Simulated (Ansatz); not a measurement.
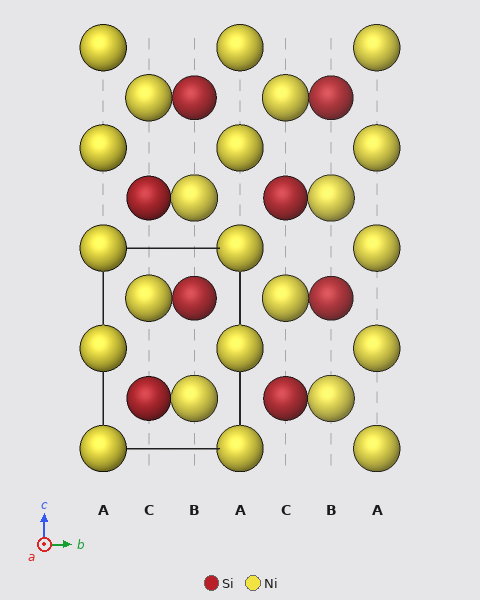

Projection along an edge of the hexagonal mesh, stacking direction c upwards. The dashed lines mark the three columns A (0, 0), B (1/3, 2/3) and C (2/3, 1/3). The sequence starts with the first layer at or above the cell's origin.

SiNi₂. Coordinates: the geometry relaxed at a target pressure of 3 GPa with DFT PBEsol, scalar-relativistic, plane waves, PAW in Ansatz 0.2.0.

> Read off the stacking sequence over one period.

Ni(A) – Ni(B)+Si(C) – Ni(A) – Si(B)+Ni(C) (four layers in 4.89 Å).
